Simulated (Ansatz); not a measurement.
## Single-point calculation, with input and output: Al$_{4}$As$_{5}$

- system: Al$_{4}$As$_{5}$ (slab, 9 atoms in the cell)
- method: DFT PBEsol, scalar-relativistic, plane waves, PAW, no spin polarisation (Ansatz 0.2.0)

The structure derives from an entry of the Crystallography Open Database. It belongs to a series of runs on one base structure; here: (1 0 0) slab cut from the bulk. Figures and captions count atoms from 1; the log counts them from 0 in places.

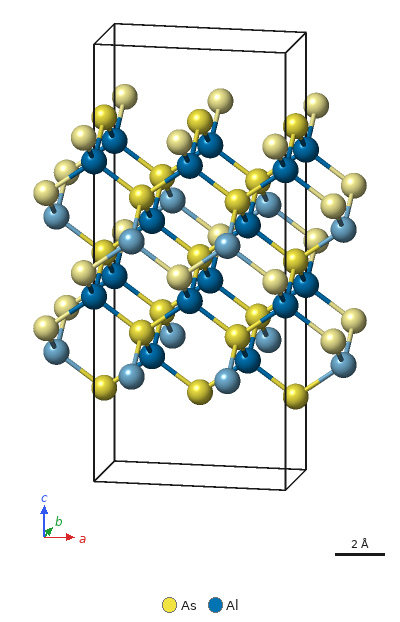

*The structure as given in the input (ball-and-stick view of the 2 × 1 repeat of the cell, with the vacuum cut short, seen slightly off an axis; neighbours outside the cell are drawn fainter).*

Near neighbours in the crystal (not all of them lie inside the picture): As has 2 Al at 2.46 Å; Al has 4 As at 2.46 Å; As has 4 Al at 2.46 Å.

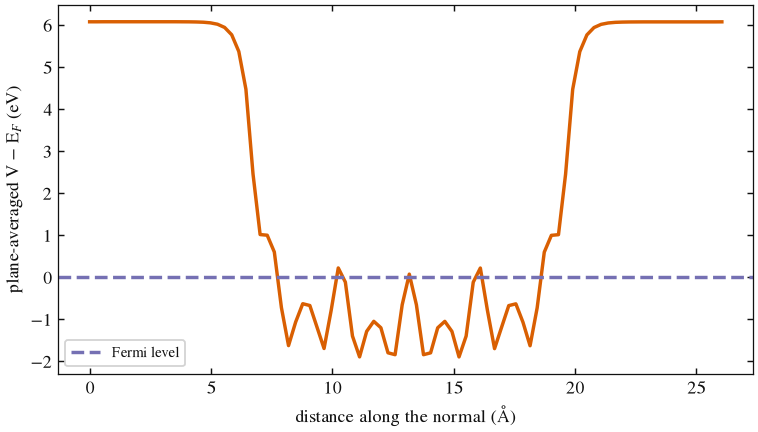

*Plane average of the electrostatic potential energy of an electron across the cell, from the Fermi level.*

The vacuum level lies 6.07 eV above the Fermi level.

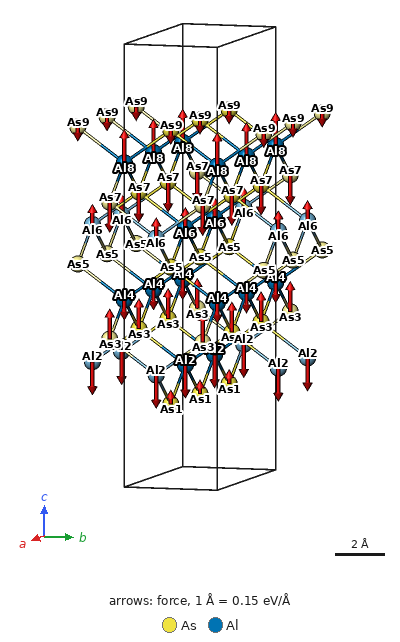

*Forces on the atoms as red arrows (ball-and-stick view of the 2 × 1 repeat of the cell, with the vacuum cut short, seen slightly off an axis; neighbours outside the cell are drawn fainter; atoms are numbered from 1 in the order of the input).*

The largest act on Al2, Al8 (0.21 eV/Å); As3, As7 (0.19 eV/Å); Al4, Al6 (0.13 eV/Å); As1, As9 (0.09 eV/Å). The geometry is not a stationary point of this energy.

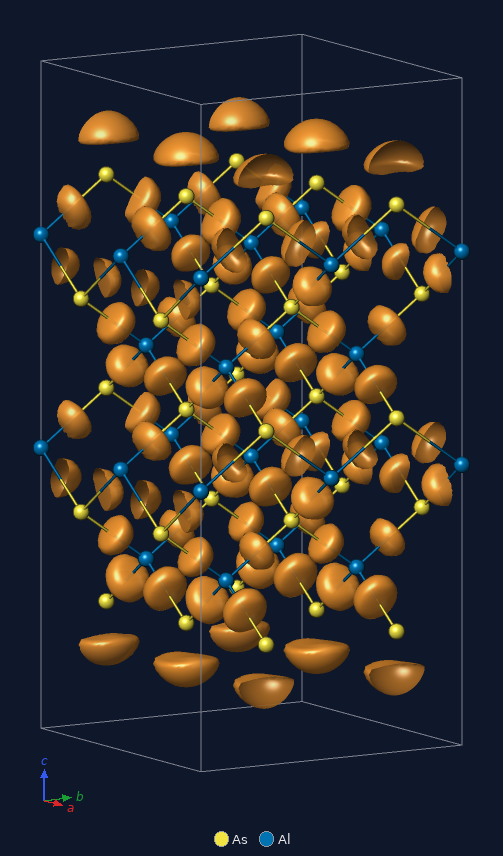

*Isosurface of the ELF at 0.8 (orange), seen at an oblique angle. Core shells and regions of very low density are left out. Sticks mark near contacts.*

Counts are for one cell; the picture repeats the cell along the surface. Profiles from the grid: Al–As (2.46 Å): the ELF peaks at about 0.90 between the atoms, as expected for localised, shared-pair bonding. Core electrons are frozen (PAW), so the fields are smoothed inside the atomic spheres.

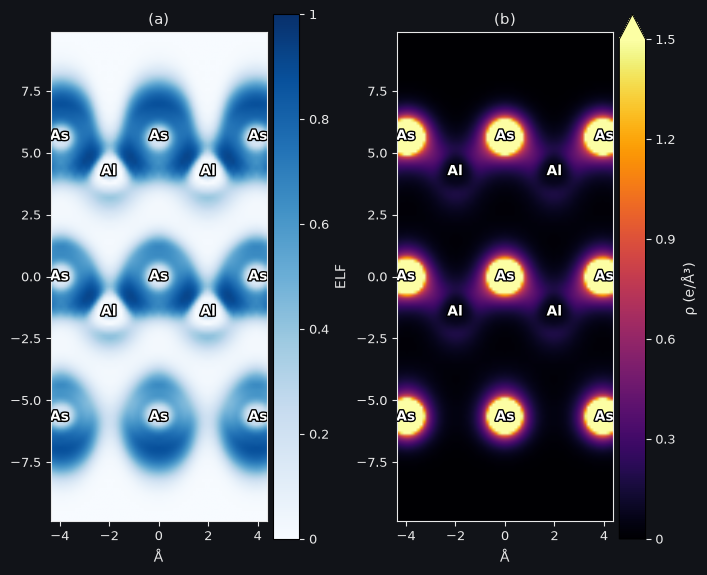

*(a) ELF; (b) valence pseudo-density on the (100) plane of the calculation cell, a cut from vacuum to vacuum.*

Atoms in the plane: As and Al. Al–As (2.46 Å): ρ at the midpoint is about 0.47 e/Å³; the ELF peaks at about 0.90 between the atoms, which marks a shared electron pair. The density dies away to nearly zero in the vacuum.

The input and output of the run follow.

**Input file**
```yaml
crystal:
  lattice:
    - [4.0125456552, 0.0, 0.0]
    - [0.0, 4.0125456552, 0.0]
    - [0.0, 0.0, 26.3491929703]
  atoms:
    - { symbol: As, position: [0.0, 0.5, 0.2846386987] }
    - { symbol: Al, position: [0.5, 0.5, 0.3384790241] }
    - { symbol: As, position: [0.5, 0.0, 0.3923193494] }
    - { symbol: Al, position: [0.0, 0.0, 0.4461596747] }
    - { symbol: As, position: [0.0, 0.5, 0.5] }
    - { symbol: Al, position: [0.5, 0.5, 0.5538403253] }
    - { symbol: As, position: [0.5, 0.0, 0.6076806506] }
    - { symbol: Al, position: [0.0, 0.0, 0.6615209759] }
    - { symbol: As, position: [0.0, 0.5, 0.7153613013] }
basis:
  ecutwfc: 420
kpoints:
  mp_grid: { grid: [7, 7, 1] }
hamiltonian:
  xc: pbesol
scf:
  occupations: { method: gaussian, width: 0.05 }
output:
  forces: true
  stress: true
  eigenvalues: true
  write_density: true
  write_potential: true
  elf: true
  volumetric_format: npy
efield:
  axis: 3
  dipole_correction: true
  ramp_width: 0.04
```

Command:
```bash
ansatz run input.yaml --threads 1 --pin off --max-ram 2560MiB --backend cpu --events-out ev --progress --plain --runs-dir out
```

**Output**
```
Engine: ansatz 0.2.0, aarch64-unknown-linux-gnu
Pseudopotentials: kind: paw
Pseudopotential: As, paw, valence charge 15, recommended cutoff 420 eV (normal), As.paw.azcp
Pseudopotential: Al, paw, valence charge 3, recommended cutoff 420 eV (normal), Al.paw.azcp
Functional definition: PBEsol
  exchange = pbesol_x
  correlation = pbesol_c
Crystal: 9 atoms, lattice volume = 424.236 Å³
Basis set: ecut = 420 eV, 8289 PW (Γ), exchange–correlation on 54×54×360 points (8 copies of the dense FFT grid, shifted against one another)
Bands: 53, of which v1, the nominal top of the filled ones, is band 44 counted from 1 (43 counted from 0)
Symmetry: 4 space group operations
k-points: 16 of 49
Non-local potential: As, projectors of the file, l = 0: 2, l = 1: 2, l = 2: 3, l = 3: 1
Non-local potential: Al, projectors of the file, l = 0: 2, l = 1: 2, l = 2: 1
PAW form: soft (Blöchl's): semilocal exchange-correlation on the pseudo side does not see the compensation charge
PAW frozen core: As, regenerated for the run's functional, and the local potential with it (the file was generated under x = pbe(κ = 0.804, μ = 0.2195149727645171), c = pbe(β = 0.06672455060314922))
PAW frozen core: Al, regenerated for the run's functional, and the local potential with it (the file was generated under x = pbe(κ = 0.804, μ = 0.2195149727645171), c = pbe(β = 0.06672455060314922))
PAW one-centre angular grid: As, 590 points (default); XC on 64 Gauss nodes
PAW one-centre angular grid: Al, 110 points (default); XC on 64 Gauss nodes
Initial density: superposition of atomic densities (neutral atoms: chi_scale 0, normalization atom), corrected by the library's trained network
Initial wavefunctions: pseudopotential atomic-orbital guess
Functional: x = pbesol(κ = 0.804, μ = 0.12345679012345678), c = pbesol(β = 0.046)
SCF iter   1: F=—  HF=-26163.258276 eV  |F-HF|=—  |Δ(HF+E_count)|=         —  Δρ=2.71e-3  dr2=8.44e-2  ethr=1.77e-3  p=0.000 e·Å  D=6.08e-14 V/Å  ΔV_dip=-0.00 eV  dr2_dipole=9.30e-6  V_vac-E_F(+/−)=6.19/6.19 eV  ⟨swp⟩=7.6  Hψ=3519  notcnv=0  defer=10
efield: sawtooth ramp at fractional position 0.9800 (placed from the atoms, in the widest stretch of the axis that holds none; the zero of the levels goes with the place), width 0.0400; the density the first Hamiltonian is built on has a dipole p = 0.000 e·Å; the dipole correction subtracts the counter field D = 6.08e-14 V/Å, which shifts the + side's vacuum level by -0.00 eV against the − side's; the planar-averaged density in the ramp window peaks in size at 4.1e-6 e/Å³
preconditioner: auto → LDOS  [insulator: Δε(μ)=0.073 eV  Ē_g=7.830 eV  σ=0.050 eV  W_gap=0.58  n_scr=60 (ndim 8)  ℏωp=11.0 eV  f_vac=0.458  D(μ)=7.77/eV (n_scr^D=42)  ε∞_Penn≈3.0  β→1.0]
SCF iter   2: F=—  HF=-26163.236601 eV  |F-HF|=—  |Δ(HF+E_count)|=   2.17e-2  Δρ=1.11e-3  dr2=5.43e-3  ethr=9.70e-5  p=0.000 e·Å  D=2.40e-5 V/Å  ΔV_dip=-0.00 eV  dr2_dipole=2.75e-5  V_vac-E_F(+/−)=6.08/6.08 eV  ⟨swp⟩=2.8  Hψ=1393  notcnv=0  defer=58
SCF iter   3: F=—  HF=-26163.237017 eV  |F-HF|=—  |Δ(HF+E_count)|=   4.16e-4  Δρ=3.91e-4  dr2=1.88e-3  ethr=6.24e-6  p=0.000 e·Å  D=9.96e-7 V/Å  ΔV_dip=-0.00 eV  dr2_dipole=4.04e-10  V_vac-E_F(+/−)=6.09/6.09 eV  ⟨swp⟩=2.0  Hψ=1479  notcnv=0  defer=58
SCF iter   4: F=—  HF=-26163.236769 eV  |F-HF|=—  |Δ(HF+E_count)|=   2.48e-4  Δρ=2.18e-4  dr2=7.83e-4  ethr=2.16e-6  p=0.000 e·Å  D=3.42e-6 V/Å  ΔV_dip=-0.00 eV  dr2_dipole=3.28e-8  V_vac-E_F(+/−)=6.08/6.08 eV  ⟨swp⟩=2.0  Hψ=1487  notcnv=0  defer=58
SCF iter   5: F=—  HF=-26163.236667 eV  |F-HF|=—  |Δ(HF+E_count)|=   1.02e-4  Δρ=8.36e-5  dr2=1.78e-4  ethr=9.00e-7  p=0.000 e·Å  D=2.12e-6 V/Å  ΔV_dip=-0.00 eV  dr2_dipole=8.24e-8  V_vac-E_F(+/−)=6.07/6.07 eV  ⟨swp⟩=2.8  Hψ=1332  notcnv=0  defer=58
SCF iter   6: F=—  HF=-26163.236665 eV  |F-HF|=—  |Δ(HF+E_count)|=   1.79e-6  Δρ=4.33e-5  dr2=6.00e-5  ethr=2.04e-7  p=0.000 e·Å  D=3.13e-6 V/Å  ΔV_dip=-0.00 eV  dr2_dipole=1.05e-7  V_vac-E_F(+/−)=6.07/6.07 eV  ⟨swp⟩=1.9  Hψ=861  notcnv=0  defer=58
SCF iter   7: F=—  HF=-26163.236712 eV  |F-HF|=—  |Δ(HF+E_count)|=   4.72e-5  Δρ=1.46e-5  dr2=7.97e-6  ethr=6.90e-8  p=0.000 e·Å  D=1.11e-7 V/Å  ΔV_dip=-0.00 eV  dr2_dipole=5.16e-8  V_vac-E_F(+/−)=6.07/6.07 eV  ⟨swp⟩=1.6  Hψ=803  notcnv=0  defer=58
SCF iter   8: F=—  HF=-26163.236712 eV  |F-HF|=—  |Δ(HF+E_count)|=   1.89e-7  Δρ=5.10e-6  dr2=4.38e-7  ethr=9.16e-9  p=0.000 e·Å  D=1.06e-6 V/Å  ΔV_dip=-0.00 eV  dr2_dipole=1.06e-7  V_vac-E_F(+/−)=6.07/6.07 eV  ⟨swp⟩=2.0  Hψ=927  notcnv=0  defer=58
SCF iter   9: F=-26163.236712 eV  HF=-26163.236712 eV  |F-HF|=1.64e-8  |Δ(HF+E_count)|=   3.14e-8  Δρ=1.81e-6  dr2=4.38e-8  ethr=1.15e-10  p=-0.000 e·Å  D=-6.29e-7 V/Å  ΔV_dip=0.00 eV  dr2_dipole=1.67e-8  V_vac-E_F(+/−)=6.07/6.07 eV  ⟨swp⟩=18.8  Hψ=7098  notcnv=0
SCF 1 converged in 9 iterations: F = -26163.236712 eV  dr2 = 4.38e-8
  greatest PAW one-centre occupation: 0.999 electrons in one spin orbital (limit 2), on the As atom at site 8 (counted from 0), in its partial waves of l = 2
WARN: The output density's exchange-correlation potential varies sharply where the density is thin. Do not read a vacuum level from v_tot or v_xc, or from such a field of the output density. On a cell that repeats whose density bears no net charge and no dipole along the vacuum's axis use v_es (v_loc + v_h of the components); under efield.dipole_correction with no amplitude use v_es + v_field, which holds any external_charges[].barrier, or the levels of the report's work_function block, which leave it out; under a non-zero efield.amplitude the vacuum is tilted and has no level; on a cell that repeats and bears such a dipole with no correction it is tilted too, and efield.dipole_correction with no amplitude gives each side of its ramp a level where efield: is served; in a cell that repeats whose density bears a net charge (total_charge, or a fill off its count) it is curved and has none; of a slab under crystal.periodic whose density bears no net charge use v_es, which has a level on each side, short of where the two are joined; of another it falls or rises all the way out and has none; of a slab beside external_charges read slab_vacuum_level instead, which it has where they leave it neutral. The grid or the basis barely resolves most such structure, and the values can differ between equally converged runs; as a rule a tighter scf.convergence.dr2_threshold does not remove it. Where the density itself ripples (under the LDA too) a higher basis.ecutwfc lessens it. The files hold the spikes' plane waves up to the density's cutoff. Files: v_tot_of_output_density and the like, and their columns of v_z.tsv (output.write_potential); v_xc_of_output_density and the like, and their columns of v_comp_z.tsv (output.write_potential_components). Measured: with its Gaussian average of σ = 0.25 Å subtracted twice, the exchange-correlation potential is over 0.1 eV at 2 of the grid points where the equally averaged density (valence and model cores) is under 1e-3 e/Å³, and 0.153 eV at the most among them, at an averaged density of 4.5e-9 e/Å³. The input density's (outcome.potential() and, of a run that writes arrays, v_tot and v_xc) is over 0.1 eV, so measured, at 21 points of its own thin density, 0.133 eV at the most. See output.write_potential in the manual, Limitations
SCF converged after 9 iterations
Free energy (F): -26163.236712 eV
Harris-Foulkes:  -26163.236712 eV  (|F-HF|=1.64e-8)
Internal energy: -26163.224208 eV  (E = F + TS)
E sigma→0 (E₀):  -26163.230460 eV
Entropy (-TS):   -0.012504 eV (-1.389 meV/atom)
Fermi energy:    -0.066913 eV
Dipole field:    D = 0.000119 V/Å  (p = 0.000279 e·Å, saw-weighted, corrected)
Work function:   Φ+ = 6.0709 eV   Φ− = 6.0741 eV
Levels:          The Fermi level and band energies are counted from a zero that moves with the ramp; work functions are not
--- Per-component energies (eV) ---
  E_band       = -1890.878218
  E_kinetic    = 602.713374
  E_local      = -54338.705193  (includes V_loc(G=0)·N_el)
  E_nonlocal   = -3299.708421
  E_hartree    = 27254.927118
  E_xc         = -545.659538
  E_vxc        = -505.764662  (∫ρ·V_xc dr)
  E_paw        = -10784.041873  (= ΣΔE_a)
  E_vpaw       = 1140.752475  (= ΣTr[D̂ρ^β])
  E_aug_tail   = 0.000029  (compensation charges beyond the density's cutoff)
  E_efield     = 0.000000  (sawtooth field / dipole correction)
  E_vefield    = 0.000000  (∫n·V_field dr)
  E_ewald      = 14942.341597
  E_core_change = 4.908700  (= ΣΔE_core)
  E_smearing   = -0.012504  (= −TS)
  E_closure    = 0.000000  (closes the sum)
  Σ components = -26163.236712   (vs F -26163.236712, Δ=0.00e0)
--- Forces (eV/Å), atoms counted from 1 ---
  atom   1  As     0.00000000     0.00000000     0.09178979
  atom   2  Al     0.00000000     0.00000000    -0.21092338
  atom   3  As     0.00000000     0.00000000     0.19160823
  atom   4  Al     0.00000000     0.00000000    -0.12988476
  atom   5  As     0.00000000     0.00000000     0.00000813
  atom   6  Al     0.00000000     0.00000000     0.12986457
  atom   7  As     0.00000000     0.00000000    -0.19158629
  atom   8  Al     0.00000000     0.00000000     0.21088589
  atom   9  As     0.00000000     0.00000000    -0.09175879
  max |Σ_I F_I| component: 3.40e-6 eV/Å
--- Stress (GPa, compression-positive) ---
       -0.827475       0.000000       0.000000
        0.000000      -0.827437       0.000000
        0.000000       0.000000       0.013174
  P = ⅓ Tr σ = -0.5472 GPa (-5.472 kbar)
--- Band table (eV; the first three rows and the last of 16) ---
  k-point 0: bands = ["-34.6134", "-34.6133", "-34.6041", "-34.5986", "-34.5986", "-34.5922", "-34.5879", "-34.5594", "-34.5593", "-34.5561", "-34.5560", "-34.5443", "-34.5443", "-34.5395", "-34.5395", "-34.5386", "-34.5386", "-34.5231", "-34.5231", "-34.5119", "-34.5119", "-34.4098", "-34.4097", "-34.4023", "-34.4022", "-11.7723", "-11.2532", "-10.6348", "-9.7534", "-9.6132", "-4.9118", "-3.6401", "-2.1927", "-2.0596", "-2.0596", "-1.4933", "-1.4933", "-0.8215", "-0.8215", "-0.6909", "-0.0888", "-0.0888", "0.1062", "1.0873", "1.0873", "1.6271", "2.2251", "2.7145", "2.7329", "2.9430", "3.5914", "3.6868", "3.8871"]
  k-point 1: bands = ["-34.6132", "-34.6132", "-34.6039", "-34.5987", "-34.5986", "-34.5922", "-34.5879", "-34.5594", "-34.5593", "-34.5561", "-34.5561", "-34.5444", "-34.5443", "-34.5395", "-34.5393", "-34.5387", "-34.5386", "-34.5229", "-34.5228", "-34.5120", "-34.5120", "-34.4098", "-34.4098", "-34.4023", "-34.4020", "-11.6458", "-11.1432", "-10.5579", "-9.7030", "-9.5818", "-4.9036", "-3.8977", "-2.8449", "-2.5855", "-1.9423", "-1.8549", "-1.6682", "-1.3964", "-0.7918", "-0.7660", "-0.1495", "-0.0945", "-0.0540", "0.6326", "1.1420", "2.0305", "2.7925", "3.1574", "3.3089", "3.4263", "3.9976", "4.2289", "4.5548"]
  k-point 2: bands = ["-34.6131", "-34.6127", "-34.6034", "-34.5989", "-34.5986", "-34.5923", "-34.5877", "-34.5595", "-34.5593", "-34.5562", "-34.5562", "-34.5445", "-34.5443", "-34.5394", "-34.5391", "-34.5389", "-34.5386", "-34.5226", "-34.5223", "-34.5121", "-34.5121", "-34.4099", "-34.4098", "-34.4023", "-34.4016", "-11.2929", "-10.8541", "-10.4016", "-9.6588", "-9.4772", "-5.0459", "-4.6459", "-3.8882", "-3.3391", "-2.8158", "-2.0128", "-1.6151", "-1.1627", "-1.1448", "-0.6682", "-0.4310", "-0.2491", "-0.1514", "0.1271", "1.2623", "2.5060", "2.9152", "3.0283", "3.3695", "4.6255", "4.9025", "4.9115", "5.2557"]
  k-point 15: bands = ["-34.6120", "-34.6120", "-34.6020", "-34.5990", "-34.5990", "-34.5928", "-34.5872", "-34.5596", "-34.5595", "-34.5566", "-34.5565", "-34.5447", "-34.5446", "-34.5390", "-34.5390", "-34.5387", "-34.5387", "-34.5211", "-34.5211", "-34.5125", "-34.5125", "-34.4101", "-34.4100", "-34.4013", "-34.4012", "-10.1432", "-9.9979", "-9.9909", "-9.1135", "-9.1132", "-5.2994", "-5.1838", "-4.8261", "-4.8043", "-3.1415", "-3.0746", "-2.5335", "-2.3217", "-2.2974", "-2.2245", "-1.9657", "-0.7407", "-0.6442", "-0.5931", "-0.5731", "2.1765", "2.3750", "2.9839", "3.1414", "3.8128", "4.1156", "4.4147", "4.8960"]
```

**Key numbers**

| quantity | value |
| --- | --- |
| outcome | converged |
| electrons treated | 87 |
| free energy | −26163.2367 eV |
| work function, top face | 6.07 eV |
| work function, bottom face | 6.07 eV |
| Fermi energy | −0.067 eV |
| gap on the k-point mesh | none (metallic) |
| work function (upper face) | 6.07 eV |
| largest force (length of the vector) | 0.211 eV/Å |
| hardware | 1 thread of Arm Neoverse V1, 112 GiB of memory available, shared host |
| wall time | 66 s |
| peak memory | 0.61 GiB |

**Notes**

Warnings of the run: the exchange-correlation potential is rough where the density is thin.
